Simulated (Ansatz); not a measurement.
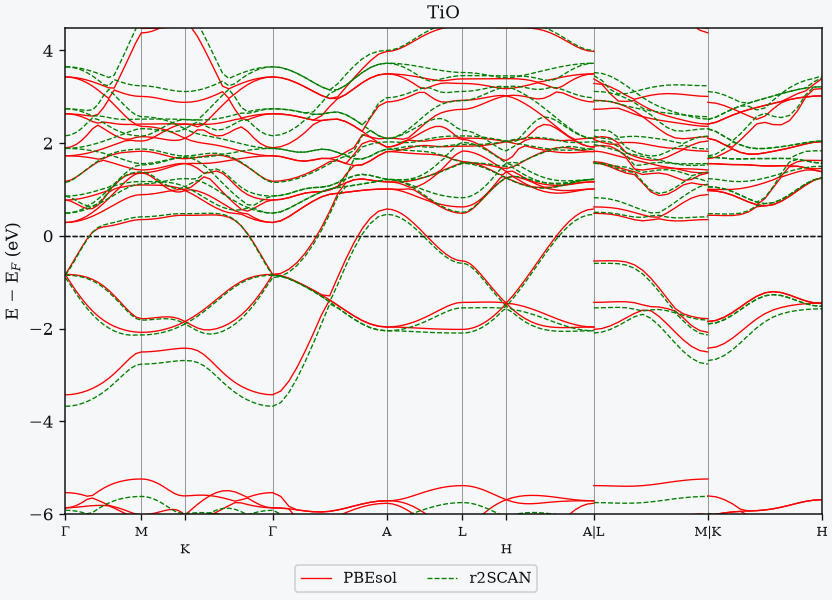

Band structures of TiO, space group P-62m (No. 189), 6 atoms in the cell (a = 4.989 Å, c = 2.873 Å (hexagonal axes)), by two methods on the same cell. Each is counted from its own Fermi level.

How do the methods compare?

Answer. Both give a metal. Levels within 1 eV of the Fermi level in either run differ by 0.10 eV on average and by 0.23 eV at most (between M and K). Filled levels 1 to 5 eV under it lie 0.11 eV deeper on average in r2SCAN than in PBEsol.

Settings. PBEsol: Ansatz PAW, no spin polarisation, no spin-orbit coupling, 6×6×9 k mesh, 420 eV cutoff, Fermi-Dirac smearing of 0.05 eV (Ansatz 0.2.0). r2SCAN: Ansatz PAW, no spin polarisation, no spin-orbit coupling, 6×6×9 k mesh, 500 eV cutoff, Fermi-Dirac smearing of 0.05 eV (Ansatz 0.2.0).

Bands are joined in order of energy. The cell is at −6 GPa in PBEsol and −2 GPa in r2SCAN. Semilocal functionals often make such compounds metallic where correlation or magnetic order opens a gap, which also shifts bond lengths. The PAW data sets were made with another functional. The k mesh is thin for a metal, so its Fermi level is uncertain. The cell comes from a database of computed structures, and whether it is the stable form of this composition wasn't checked.
